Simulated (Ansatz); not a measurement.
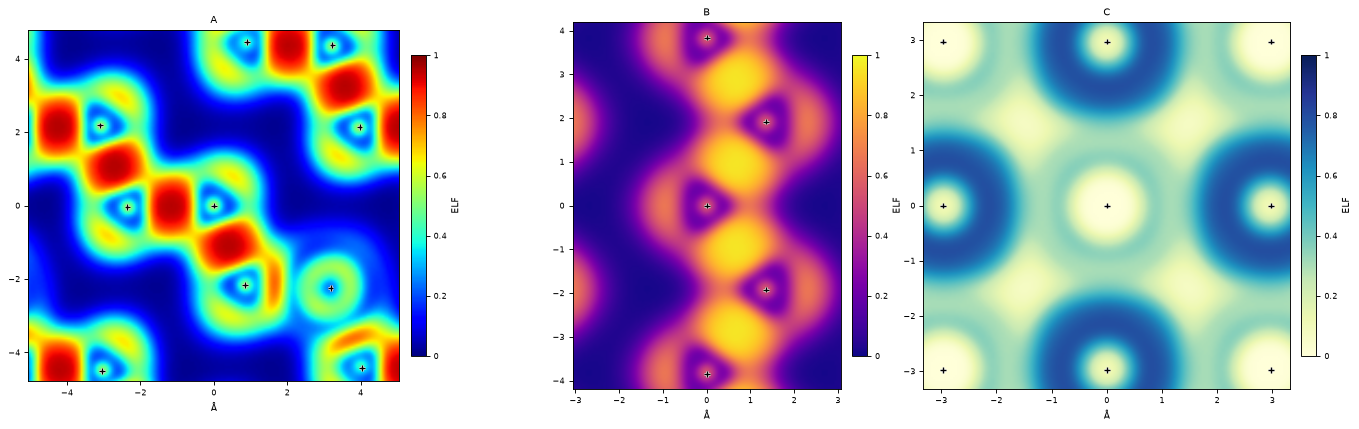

The electron localisation function of 3 systems, each on a plane through atoms (crosses mark nuclei in the plane).

The calculation used DFT PBEsol, scalar-relativistic, plane waves, PAW in Ansatz 0.2.0.

System 1: Si, the (110) plane of the conventional cell. Space group Fd-3m; a structure from a database of computed crystals, not necessarily the ambient phase.

System 2: SnSe, the (001) plane of the conventional cell. Space group Fm-3m.

```yaml
crystal:
  lattice:
    - [5.94551, 0.00000, 0.00000]
    - [0.00000, 5.94551, 0.00000]
    - [0.00000, 0.00000, 5.94551]
  atoms:
    - { symbol: Sn, position: [0.00000, 0.00000, 0.00000] }
    - { symbol: Sn, position: [0.50000, 0.50000, 0.00000] }
    - { symbol: Sn, position: [0.50000, 0.00000, 0.50000] }
    - { symbol: Sn, position: [0.00000, 0.50000, 0.50000] }
    - { symbol: Se, position: [0.50000, 0.00000, 0.00000] }
    - { symbol: Se, position: [0.00000, 0.50000, 0.00000] }
    - { symbol: Se, position: [0.00000, 0.00000, 0.50000] }
    - { symbol: Se, position: [0.50000, 0.50000, 0.50000] }
```

System 3: Si$_{31}$Pd (cell with a defect), the (001) plane of the calculation cell. 

> Which map belongs to which system?

Panel A is system 3, Si$_{31}$Pd: the plane holds Pd and Si. Si–Si (2.33 Å): the ELF peaks at about 0.95 between the atoms. Panel B is system 1, Si: the plane holds Si. Si–Si (2.35 Å): the ELF peaks at about 0.95 between the atoms: a shared electron pair. Panel C is system 2, SnSe: the plane holds Sn and Se. Sn–Se (2.97 Å): the ELF is about 0.40 at the midpoint.
